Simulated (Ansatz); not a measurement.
**Run report: Ta5N, geometry relaxation (part 1 of 2)**

The run: geometry relaxation of Ta5N (slab, 6 atoms in the cell). Method and program: DFT PBEsol, scalar-relativistic, plane waves, PAW, no spin polarisation (Ansatz 0.2.0).

The structure derives from an entry of the Crystallography Open Database. The input holds or restrains some coordinates. It belongs to a series of runs on one base structure; here: N put at a bridge Ta-Ta site. Figures and captions count atoms from 1; the log counts them from 0 in places.

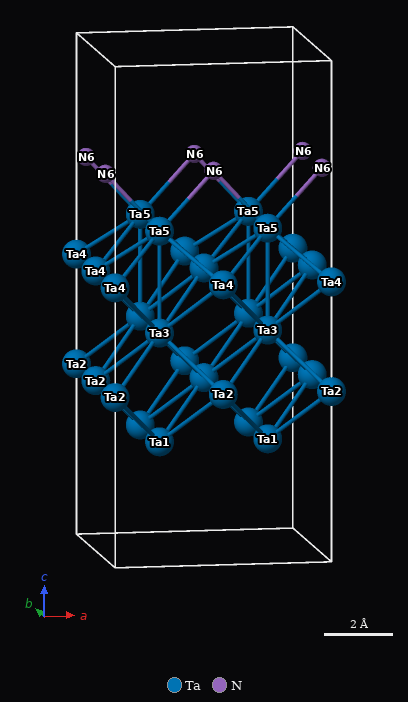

**Figure 1.** The starting structure (ball-and-stick view of the 2 × 2 repeat of the cell, with the vacuum cut short, seen slightly off an axis; atoms are numbered from 1 in the order of the input).

Input file
```yaml
crystal:
  lattice:
    - [3.2805195246, 0.0, 0.0]
    - [0.0, 3.2805195246, 0.0]
    - [0.0, 0.0, 25.5610390493]
  atoms:
    - { symbol: Ta, position: [0.5, 0.5, 0.3325373427] }
    - { symbol: Ta, position: [0.0, 0.0, 0.3967076512] }
    - { symbol: Ta, position: [0.5, 0.5, 0.4611411122] }
    - { symbol: Ta, position: [0.0, 0.0, 0.5263369554] }
    - { symbol: Ta, position: [0.5, 0.5, 0.5815099114] }
    - { symbol: "N", position: [0.0, 0.5, 0.6511471432] }
basis:
  ecutwfc: 420
kpoints:
  mp_grid: { grid: [9, 9, 1] }
hamiltonian:
  xc: pbesol
scf:
  occupations: { method: gaussian, width: 0.1 }
output:
  forces: true
  eigenvalues: true
  write_density: true
  write_potential: true
  elf: true
  volumetric_format: npy
relax:
  adjacent_minimum: "off"
  f_tol: 0.03
  max_steps: 70
  constraints: [{ sites: [0, 1] }]
efield:
  axis: 3
  dipole_correction: true
  ramp_width: 0.04
```

Machine: 1 thread of Arm Neoverse V2, 24 GiB of memory available, shared host.

Launch command:
```bash
ansatz run input.yaml --threads 1 --pin off --max-ram 2560MiB --backend cpu --events-out ev --progress --plain --runs-dir out
```

What the program printed
```
Engine: ansatz 0.2.0, aarch64-unknown-linux-gnu
Pseudopotentials: kind: paw
Pseudopotential: Ta, paw, valence charge 13, recommended cutoff 420 eV (normal), Ta.paw.azcp
Pseudopotential: N, paw, valence charge 5, recommended cutoff 420 eV (normal), N.paw.azcp
Functional definition: PBEsol
  exchange = pbesol_x
  correlation = pbesol_c
Crystal: 6 atoms, lattice volume = 275.083 Å³
Basis set: ecut = 420 eV, 5421 PW (Γ), exchange–correlation on 48×48×360 points (8 copies of the dense FFT grid, shifted against one another)
Bands: 42, of which v1, the nominal top of the filled ones, is band 35 counted from 1 (34 counted from 0)
Symmetry: 4 space group operations
Space group: Pmm2 (ITA 25), of the structure as read, at distance tolerance 6.5e-5 Å
k-points: 25 of 81
Non-local potential: Ta, projectors of the file, l = 0: 3, l = 1: 2, l = 2: 2, l = 3: 1
Non-local potential: N, projectors of the file, l = 0: 2, l = 1: 2, l = 2: 1
PAW form: soft (Blöchl's): semilocal exchange-correlation on the pseudo side does not see the compensation charge
PAW frozen core: Ta, regenerated for the run's functional, and the local potential with it (the file was generated under x = pbe(κ = 0.804, μ = 0.2195149727645171), c = pbe(β = 0.06672455060314922))
PAW frozen core: N, regenerated for the run's functional, and the local potential with it (the file was generated under x = pbe(κ = 0.804, μ = 0.2195149727645171), c = pbe(β = 0.06672455060314922))
PAW one-centre angular grid: Ta, 590 points (default); XC on 64 Gauss nodes
PAW one-centre angular grid: N, 110 points (default); XC on 64 Gauss nodes
Initial density: superposition of atomic densities (neutral atoms: chi_scale 0, normalization atom), corrected by the library's trained network
Initial wavefunctions: pseudopotential atomic-orbital guess
Functional: x = pbesol(κ = 0.804, μ = 0.12345679012345678), c = pbesol(β = 0.046)
SCF iter   1: F=—  HF=-49404.965081 eV  |F-HF|=—  |Δ(HF+E_count)|=         —  Δρ=1.91e-2  dr2=6.83e0  ethr=1.77e-3  p=-0.224 e·Å  D=-1.47e-1 V/Å  ΔV_dip=3.76 eV  dr2_dipole=2.98e-2  V_vac-E_F(+/−)=8.02/4.26 eV  ⟨swp⟩=9.5  Hψ=5438  notcnv=0
efield: sawtooth ramp at fractional position 0.9718 (placed from the atoms, in the widest stretch of the axis that holds none; the zero of the levels goes with the place), width 0.0400; the density the first Hamiltonian is built on has a dipole p = -0.224 e·Å; the dipole correction subtracts the counter field D = -1.47e-1 V/Å, which shifts the + side's vacuum level by +3.76 eV against the − side's; the planar-averaged density in the ramp window peaks in size at 3.3e-5 e/Å³
preconditioner: auto → LDOS  [metal: Δε(μ)=0.032 eV  Ē_g=4.104 eV  σ=0.100 eV  W_gap=0.18  n_scr=52 (ndim 8)  ℏωp=12.3 eV  f_vac=0.559  D(μ)=4.86/eV (n_scr^D=14)  β→1.0]
SCF iter   2: F=—  HF=-49404.813051 eV  |F-HF|=—  |Δ(HF+E_count)|=   1.52e-1  Δρ=1.14e-2  dr2=1.94e0  ethr=1.77e-3  p=-0.207 e·Å  D=-1.36e-1 V/Å  ΔV_dip=3.47 eV  dr2_dipole=3.22e-4  V_vac-E_F(+/−)=7.47/4.00 eV  ⟨swp⟩=3.2  Hψ=1672  notcnv=0  defer=27
SCF iter   3: F=—  HF=-49404.742462 eV  |F-HF|=—  |Δ(HF+E_count)|=   7.06e-2  Δρ=1.62e-3  dr2=2.04e-2  ethr=1.77e-3  p=-0.211 e·Å  D=-1.39e-1 V/Å  ΔV_dip=3.54 eV  dr2_dipole=4.43e-3  V_vac-E_F(+/−)=7.60/4.06 eV  ⟨swp⟩=1.9  Hψ=1167  notcnv=0  defer=28
SCF iter   4: F=—  HF=-49404.746631 eV  |F-HF|=—  |Δ(HF+E_count)|=   4.17e-3  Δρ=7.78e-4  dr2=7.03e-3  ethr=2.92e-5  p=-0.209 e·Å  D=-1.37e-1 V/Å  ΔV_dip=3.51 eV  dr2_dipole=6.12e-5  V_vac-E_F(+/−)=7.58/4.07 eV  ⟨swp⟩=2.1  Hψ=1432  notcnv=0  defer=29
SCF iter   5: F=—  HF=-49404.746407 eV  |F-HF|=—  |Δ(HF+E_count)|=   2.24e-4  Δρ=1.50e-4  dr2=1.18e-4  ethr=1.00e-5  p=-0.208 e·Å  D=-1.37e-1 V/Å  ΔV_dip=3.49 eV  dr2_dipole=3.01e-5  V_vac-E_F(+/−)=7.57/4.08 eV  ⟨swp⟩=2.0  Hψ=1237  notcnv=0  defer=29
SCF iter   6: F=—  HF=-49404.746447 eV  |F-HF|=—  |Δ(HF+E_count)|=   4.05e-5  Δρ=5.09e-5  dr2=3.24e-5  ethr=1.68e-7  p=-0.207 e·Å  D=-1.36e-1 V/Å  ΔV_dip=3.49 eV  dr2_dipole=2.73e-8  V_vac-E_F(+/−)=7.57/4.09 eV  ⟨swp⟩=3.7  Hψ=2127  notcnv=0  defer=29
SCF iter   7: F=-49404.746446 eV  HF=-49404.746447 eV  |F-HF|=8.38e-7  |Δ(HF+E_count)|=   1.88e-7  Δρ=1.32e-5  dr2=1.75e-6  ethr=3.21e-8  p=-0.207 e·Å  D=-1.36e-1 V/Å  ΔV_dip=3.48 eV  dr2_dipole=4.74e-7  V_vac-E_F(+/−)=7.57/4.09 eV  ⟨swp⟩=24.6  Hψ=11334  notcnv=0
SCF 1 converged in 7 iterations: F = -49404.746446 eV  dr2 = 1.75e-6
  greatest PAW one-centre occupation: 1.000 electrons in one spin orbital (limit 2), on the Ta atom at site 3 (counted from 0), in its partial waves of l = 0
relax step   1: F+E_penalty+E_count = -49404.74644626 eV  Δ(F+E_penalty+E_count) = +0.000e0 eV  max|allowed force component| = 6.938e0 eV/Å  Δτ_max = 0.0000 Å  (7 SCF iters, dr2 threshold 2.25e-5 eV, accepted)
Initial density: handed on by an earlier stage of this run
Initial wavefunctions: those handed on with the density
SCF iter   1: F=—  HF=-49407.285673 eV  |F-HF|=—  |Δ(HF+E_count)|=         —  Δρ=2.50e-2  dr2=5.09e0  ethr=3.10e-3  p=-0.207 e·Å  D=-1.36e-1 V/Å  ΔV_dip=3.48 eV  dr2_dipole=5.01e-3  V_vac-E_F(+/−)=7.49/4.01 eV  ⟨swp⟩=5.8  Hψ=2790  notcnv=0  defer=23
efield: sawtooth ramp at fractional position 0.9718 (handed on by an earlier solve), width 0.0400; the density the first Hamiltonian is built on has a dipole p = -0.207 e·Å; the dipole correction subtracts the counter field D = -1.36e-1 V/Å, which shifts the + side's vacuum level by +3.48 eV against the − side's; the planar-averaged density in the ramp window peaks in size at 2.4e-6 e/Å³
preconditioner: auto → LDOS  [metal: Δε(μ)=0.018 eV  Ē_g=4.315 eV  σ=0.100 eV  W_gap=0.10  n_scr=52 (ndim 8)  ℏωp=12.3 eV  f_vac=0.560  D(μ)=5.30/eV (n_scr^D=14)  β→1.0]
SCF iter   2: F=—  HF=-49407.095655 eV  |F-HF|=—  |Δ(HF+E_count)|=   1.90e-1  Δρ=2.06e-2  dr2=2.78e0  ethr=3.10e-3  p=-0.207 e·Å  D=-1.36e-1 V/Å  ΔV_dip=3.48 eV  dr2_dipole=2.21e-1  V_vac-E_F(+/−)=7.57/4.09 eV  ⟨swp⟩=3.6  Hψ=1897  notcnv=0  defer=27
SCF iter   3: F=—  HF=-49406.898518 eV  |F-HF|=—  |Δ(HF+E_count)|=   1.97e-1  Δρ=3.54e-3  dr2=1.14e-1  ethr=3.10e-3  p=-0.195 e·Å  D=-1.28e-1 V/Å  ΔV_dip=3.27 eV  dr2_dipole=2.32e-5  V_vac-E_F(+/−)=7.35/4.07 eV  ⟨swp⟩=2.0  Hψ=1583  notcnv=0  defer=26
SCF iter   4: F=—  HF=-49406.887495 eV  |F-HF|=—  |Δ(HF+E_count)|=   1.10e-2  Δρ=1.18e-3  dr2=9.04e-3  ethr=1.64e-4  p=-0.193 e·Å  D=-1.27e-1 V/Å  ΔV_dip=3.24 eV  dr2_dipole=5.12e-4  V_vac-E_F(+/−)=7.33/4.09 eV  ⟨swp⟩=2.4  Hψ=1648  notcnv=0  defer=27
SCF iter   5: F=—  HF=-49406.886528 eV  |F-HF|=—  |Δ(HF+E_count)|=   9.67e-4  Δρ=2.90e-4  dr2=7.17e-4  ethr=1.29e-5  p=-0.192 e·Å  D=-1.26e-1 V/Å  ΔV_dip=3.22 eV  dr2_dipole=2.80e-4  V_vac-E_F(+/−)=7.31/4.09 eV  ⟨swp⟩=2.3  Hψ=1553  notcnv=0  defer=27
SCF iter   6: F=—  HF=-49406.886466 eV  |F-HF|=—  |Δ(HF+E_count)|=   6.21e-5  Δρ=1.03e-4  dr2=7.59e-5  ethr=1.43e-7  p=-0.191 e·Å  D=-1.26e-1 V/Å  ΔV_dip=3.21 eV  dr2_dipole=1.27e-5  V_vac-E_F(+/−)=7.30/4.09 eV  ⟨swp⟩=27.4  Hψ=13489  notcnv=0
SCF iter   7: F=-49406.886470 eV  HF=-49406.886473 eV  |F-HF|=3.11e-6  |Δ(HF+E_count)|=   6.97e-6  Δρ=2.51e-5  dr2=4.59e-6  ethr=1.08e-7  p=-0.191 e·Å  D=-1.25e-1 V/Å  ΔV_dip=3.21 eV  dr2_dipole=6.10e-7  V_vac-E_F(+/−)=7.30/4.09 eV  ⟨swp⟩=17.2  Hψ=11792  notcnv=0
SCF 2 converged in 7 iterations: F = -49406.886470 eV  dr2 = 4.59e-6
relax step   2: F+E_penalty+E_count = -49406.88646986 eV  Δ(F+E_penalty+E_count) = -2.140e0 eV  max|allowed force component| = 5.453e0 eV/Å  Δτ_max = 0.1950 Å  (7 SCF iters, dr2 threshold 1.00e-4 eV, accepted)
SCF iter   1: F=—  HF=-49408.556415 eV  |F-HF|=—  |Δ(HF+E_count)|=         —  Δρ=2.14e-2  dr2=2.69e0  ethr=3.10e-3  p=-0.191 e·Å  D=-1.25e-1 V/Å  ΔV_dip=3.21 eV  dr2_dipole=9.42e-2  V_vac-E_F(+/−)=7.22/4.01 eV  ⟨swp⟩=6.6  Hψ=3511  notcnv=0  defer=22
efield: sawtooth ramp at fractional position 0.9718 (handed on by an earlier solve), width 0.0400; the density the first Hamiltonian is built on has a dipole p = -0.191 e·Å; the dipole correction subtracts the counter field D = -1.25e-1 V/Å, which shifts the + side's vacuum level by +3.21 eV against the − side's; the planar-averaged density in the ramp window peaks in size at 2.3e-6 e/Å³
preconditioner: auto → LDOS  [metal: Δε(μ)=0.019 eV  Ē_g=4.589 eV  σ=0.100 eV  W_gap=0.11  n_scr=52 (ndim 8)  ℏωp=12.3 eV  f_vac=0.563  D(μ)=6.42/eV (n_scr^D=44)  β→1.0]
SCF iter   2: F=—  HF=-49408.296487 eV  |F-HF|=—  |Δ(HF+E_count)|=   2.60e-1  Δρ=1.17e-2  dr2=4.34e-1  ethr=3.10e-3  p=-0.121 e·Å  D=-7.95e-2 V/Å  ΔV_dip=2.03 eV  dr2_dipole=5.95e-4  V_vac-E_F(+/−)=6.13/4.10 eV  ⟨swp⟩=3.2  Hψ=1829  notcnv=0  defer=23
SCF iter   3: F=—  HF=-49408.228015 eV  |F-HF|=—  |Δ(HF+E_count)|=   6.85e-2  Δρ=2.72e-3  dr2=6.05e-2  ethr=6.20e-4  p=-0.147 e·Å  D=-9.69e-2 V/Å  ΔV_dip=2.48 eV  dr2_dipole=1.95e-3  V_vac-E_F(+/−)=6.58/4.10 eV  ⟨swp⟩=2.7  Hψ=1643  notcnv=0  defer=23
SCF iter   4: F=—  HF=-49408.222799 eV  |F-HF|=—  |Δ(HF+E_count)|=   5.22e-3  Δρ=6.28e-4  dr2=5.50e-3  ethr=8.65e-5  p=-0.145 e·Å  D=-9.55e-2 V/Å  ΔV_dip=2.44 eV  dr2_dipole=9.69e-5  V_vac-E_F(+/−)=6.56/4.12 eV  ⟨swp⟩=2.2  Hψ=1419  notcnv=0  defer=23
SCF iter   5: F=—  HF=-49408.222381 eV  |F-HF|=—  |Δ(HF+E_count)|=   4.18e-4  Δρ=1.84e-4  dr2=2.43e-4  ethr=7.85e-6  p=-0.146 e·Å  D=-9.60e-2 V/Å  ΔV_dip=2.45 eV  dr2_dipole=7.67e-6  V_vac-E_F(+/−)=6.58/4.13 eV  ⟨swp⟩=2.1  Hψ=1407  notcnv=0  defer=23
SCF iter   6: F=-49408.222368 eV  HF=-49408.222377 eV  |F-HF|=8.90e-6  |Δ(HF+E_count)|=   4.24e-6  Δρ=4.79e-5  dr2=1.65e-5  ethr=1.43e-7  p=-0.146 e·Å  D=-9.60e-2 V/Å  ΔV_dip=2.45 eV  dr2_dipole=2.65e-7  V_vac-E_F(+/−)=6.58/4.13 eV  ⟨swp⟩=25.4  Hψ=12827  notcnv=0
SCF 3 converged in 6 iterations: F = -49408.222368 eV  dr2 = 1.65e-5
  greatest PAW one-centre occupation: 1.000 electrons in one spin orbital (limit 2), on the Ta atom at site 4 (counted from 0), in its partial waves of l = 0
relax step   3: F+E_penalty+E_count = -49408.22236780 eV  Δ(F+E_penalty+E_count) = -1.336e0 eV  max|allowed force component| = 1.323e0 eV/Å  Δτ_max = 0.1950 Å  (6 SCF iters, dr2 threshold 1.00e-4 eV, accepted)
iter 1 solved again at ethr=1.16e-3 eV; its pass at ethr=3.10e-3 eV (dr2=8.14e-1 eV) is discarded
SCF iter   1: F=—  HF=-49408.368372 eV  |F-HF|=—  |Δ(HF+E_count)|=         —  Δρ=1.03e-2  dr2=8.32e-1  ethr=1.16e-3  p=-0.146 e·Å  D=-9.60e-2 V/Å  ΔV_dip=2.45 eV  dr2_dipole=2.12e-2  V_vac-E_F(+/−)=6.63/4.18 eV  ⟨swp⟩=1.6  Hψ=4210  notcnv=0  defer=21
efield: sawtooth ramp at fractional position 0.9718 (handed on by an earlier solve), width 0.0400; the density the first Hamiltonian is built on has a dipole p = -0.146 e·Å; the dipole correction subtracts the counter field D = -9.60e-2 V/Å, which shifts the + side's vacuum level by +2.45 eV against the − side's; the planar-averaged density in the ramp window peaks in size at 3.9e-6 e/Å³
preconditioner: auto → LDOS  [metal: Δε(μ)=0.021 eV  Ē_g=4.631 eV  σ=0.100 eV  W_gap=0.12  n_scr=52 (ndim 8)  ℏωp=12.3 eV  f_vac=0.572  D(μ)=5.44/eV (n_scr^D=14)  β→1.0]
SCF iter   2: F=—  HF=-49408.297450 eV  |F-HF|=—  |Δ(HF+E_count)|=   7.09e-2  Δρ=5.41e-3  dr2=2.07e-1  ethr=1.16e-3  p=-0.106 e·Å  D=-6.99e-2 V/Å  ΔV_dip=1.79 eV  dr2_dipole=1.02e-4  V_vac-E_F(+/−)=5.93/4.14 eV  ⟨swp⟩=3.3  Hψ=1678  notcnv=0  defer=21
SCF iter   3: F=—  HF=-49408.267681 eV  |F-HF|=—  |Δ(HF+E_count)|=   2.98e-2  Δρ=1.22e-3  dr2=2.30e-2  ethr=2.96e-4  p=-0.127 e·Å  D=-8.36e-2 V/Å  ΔV_dip=2.14 eV  dr2_dipole=1.65e-3  V_vac-E_F(+/−)=6.27/4.13 eV  ⟨swp⟩=2.8  Hψ=1737  notcnv=0  defer=22
SCF iter   4: F=—  HF=-49408.265737 eV  |F-HF|=—  |Δ(HF+E_count)|=   1.94e-3  Δρ=2.81e-4  dr2=4.23e-4  ethr=3.29e-5  p=-0.125 e·Å  D=-8.23e-2 V/Å  ΔV_dip=2.10 eV  dr2_dipole=1.50e-5  V_vac-E_F(+/−)=6.23/4.13 eV  ⟨swp⟩=2.3  Hψ=1409  notcnv=0  defer=26
SCF iter   5: F=-49408.265636 eV  HF=-49408.265657 eV  |F-HF|=2.04e-5  |Δ(HF+E_count)|=   8.02e-5  Δρ=6.92e-5  dr2=3.80e-5  ethr=1.43e-7  p=-0.125 e·Å  D=-8.20e-2 V/Å  ΔV_dip=2.10 eV  dr2_dipole=5.83e-7  V_vac-E_F(+/−)=6.22/4.12 eV  ⟨swp⟩=23.8  Hψ=12928  notcnv=0
SCF 4 converged in 5 iterations: F = -49408.265636 eV  dr2 = 3.80e-5
  greatest PAW one-centre occupation: 1.000 electrons in one spin orbital (limit 2), on the Ta atom at site 2 (counted from 0), in its partial waves of l = 0
relax step   4: F+E_penalty+E_count = -49408.26563620 eV  Δ(F+E_penalty+E_count) = -4.327e-2 eV  max|allowed force component| = 4.171e-1 eV/Å  Δτ_max = 0.1948 Å  (5 SCF iters, dr2 threshold 1.00e-4 eV, accepted)
iter 1 solved again at ethr=4.57e-4 eV; its pass at ethr=3.10e-3 eV (dr2=3.20e-1 eV) is discarded
SCF iter   1: F=—  HF=-49408.316758 eV  |F-HF|=—  |Δ(HF+E_count)|=         —  Δρ=6.20e-3  dr2=3.07e-1  ethr=4.57e-4  p=-0.125 e·Å  D=-8.20e-2 V/Å  ΔV_dip=2.10 eV  dr2_dipole=8.79e-3  V_vac-E_F(+/−)=6.18/4.09 eV  ⟨swp⟩=1.9  Hψ=3633  notcnv=0  defer=23
efield: sawtooth ramp at fractional position 0.9718 (handed on by an earlier solve), width 0.0400; the density the first Hamiltonian is built on has a dipole p = -0.125 e·Å; the dipole correction subtracts the counter field D = -8.20e-2 V/Å, which shifts the + side's vacuum level by +2.10 eV against the − side's; the planar-averaged density in the ramp window peaks in size at 1.9e-6 e/Å³
preconditioner: auto → LDOS  [metal: Δε(μ)=0.014 eV  Ē_g=4.547 eV  σ=0.100 eV  W_gap=0.08  n_scr=52 (ndim 8)  ℏωp=12.3 eV  f_vac=0.567  D(μ)=6.00/eV (n_scr^D=36)  β→1.0]
SCF iter   2: F=—  HF=-49408.292560 eV  |F-HF|=—  |Δ(HF+E_count)|=   2.42e-2  Δρ=2.34e-3  dr2=3.97e-2  ethr=4.39e-4  p=-0.131 e·Å  D=-8.63e-2 V/Å  ΔV_dip=2.21 eV  dr2_dipole=4.27e-3  V_vac-E_F(+/−)=6.33/4.13 eV  ⟨swp⟩=2.2  Hψ=1499  notcnv=0  defer=23
SCF iter   3: F=—  HF=-49408.288884 eV  |F-HF|=—  |Δ(HF+E_count)|=   3.68e-3  Δρ=7.53e-4  dr2=7.33e-3  ethr=5.67e-5  p=-0.128 e·Å  D=-8.41e-2 V/Å  ΔV_dip=2.15 eV  dr2_dipole=6.04e-4  V_vac-E_F(+/−)=6.27/4.12 eV  ⟨swp⟩=2.9  Hψ=1606  notcnv=0  defer=23
SCF iter   4: F=—  HF=-49408.288416 eV  |F-HF|=—  |Δ(HF+E_count)|=   4.67e-4  Δρ=1.84e-4  dr2=2.96e-4  ethr=1.05e-5  p=-0.129 e·Å  D=-8.50e-2 V/Å  ΔV_dip=2.17 eV  dr2_dipole=4.27e-5  V_vac-E_F(+/−)=6.30/4.12 eV  ⟨swp⟩=2.1  Hψ=1442  notcnv=0  defer=23
SCF iter   5: F=—  HF=-49408.288363 eV  |F-HF|=—  |Δ(HF+E_count)|=   5.33e-5  Δρ=4.30e-5  dr2=3.49e-5  ethr=4.23e-7  p=-0.129 e·Å  D=-8.52e-2 V/Å  ΔV_dip=2.18 eV  dr2_dipole=5.09e-6  V_vac-E_F(+/−)=6.30/4.13 eV  ⟨swp⟩=2.6  Hψ=1593  notcnv=0  defer=23
SCF iter   6: F=-49408.288369 eV  HF=-49408.288368 eV  |F-HF|=5.24e-7  |Δ(HF+E_count)|=   4.88e-6  Δρ=1.36e-5  dr2=7.42e-7  ethr=1.55e-8  p=-0.130 e·Å  D=-8.52e-2 V/Å  ΔV_dip=2.18 eV  dr2_dipole=8.36e-9  V_vac-E_F(+/−)=6.31/4.13 eV  ⟨swp⟩=24.0  Hψ=11186  notcnv=0
SCF 5 converged in 6 iterations: F = -49408.288369 eV  dr2 = 7.42e-7
relax step   5: F+E_penalty+E_count = -49408.28836852 eV  Δ(F+E_penalty+E_count) = -2.273e-2 eV  max|allowed force component| = 3.005e-2 eV/Å  Δτ_max = 0.0988 Å  (6 SCF iters, dr2 threshold 1.09e-5 eV, accepted)
SCF iter   1: F=—  HF=-49408.288374 eV  |F-HF|=—  |Δ(HF+E_count)|=         —  Δρ=2.01e-4  dr2=8.65e-4  ethr=2.64e-6  p=-0.130 e·Å  D=-8.52e-2 V/Å  ΔV_dip=2.18 eV  dr2_dipole=1.32e-4  V_vac-E_F(+/−)=6.31/4.13 eV  ⟨swp⟩=2.0  Hψ=1748  notcnv=0
efield: sawtooth ramp at fractional position 0.9718 (handed on by an earlier solve), width 0.0400; the density the first Hamiltonian is built on has a dipole p = -0.130 e·Å; the dipole correction subtracts the counter field D = -8.52e-2 V/Å, which shifts the + side's vacuum level by +2.18 eV against the − side's; the planar-averaged density in the ramp window peaks in size at 1.7e-6 e/Å³
preconditioner: auto → LDOS  [metal: Δε(μ)=0.034 eV  Ē_g=4.546 eV  σ=0.100 eV  W_gap=0.19  n_scr=52 (ndim 8)  ℏωp=12.3 eV  f_vac=0.568  D(μ)=5.94/eV (n_scr^D=28)  β→1.0]
SCF iter   2: F=—  HF=-49408.288328 eV  |F-HF|=—  |Δ(HF+E_count)|=   4.64e-5  Δρ=1.09e-4  dr2=1.09e-4  ethr=1.24e-6  p=-0.130 e·Å  D=-8.54e-2 V/Å  ΔV_dip=2.18 eV  dr2_dipole=6.30e-6  V_vac-E_F(+/−)=6.31/4.13 eV  ⟨swp⟩=1.7  Hψ=1338  notcnv=0
SCF iter   3: F=—  HF=-49408.288322 eV  |F-HF|=—  |Δ(HF+E_count)|=   5.80e-6  Δρ=3.38e-5  dr2=2.16e-5  ethr=1.56e-7  p=-0.130 e·Å  D=-8.53e-2 V/Å  ΔV_dip=2.18 eV  dr2_dipole=3.46e-6  V_vac-E_F(+/−)=6.31/4.13 eV  ⟨swp⟩=2.6  Hψ=1719  notcnv=0
SCF iter   4: F=—  HF=-49408.288421 eV  |F-HF|=—  |Δ(HF+E_count)|=   9.89e-5  Δρ=8.90e-6  dr2=1.57e-6  ethr=3.09e-8  p=-0.130 e·Å  D=-8.53e-2 V/Å  ΔV_dip=2.18 eV  dr2_dipole=3.53e-7  V_vac-E_F(+/−)=6.31/4.13 eV  ⟨swp⟩=1.7  Hψ=1178  notcnv=0
SCF iter   5: F=-49408.288421 eV  HF=-49408.288421 eV  |F-HF|=1.93e-8  |Δ(HF+E_count)|=   1.50e-7  Δρ=1.85e-6  dr2=4.76e-8  ethr=1.43e-10  p=-0.130 e·Å  D=-8.54e-2 V/Å  ΔV_dip=2.18 eV  dr2_dipole=1.14e-8  V_vac-E_F(+/−)=6.31/4.13 eV  ⟨swp⟩=15.6  Hψ=9735  notcnv=0
SCF 6 converged in 5 iterations: F = -49408.288421 eV  dr2 = 4.76e-8
relax step   6: F+E_penalty+E_count = -49408.28842079 eV  Δ(F+E_penalty+E_count) = -5.226e-5 eV  max|allowed force component| = 2.094e-3 eV/Å  Δτ_max = 0.0031 Å  (5 SCF iters, accepted)
```
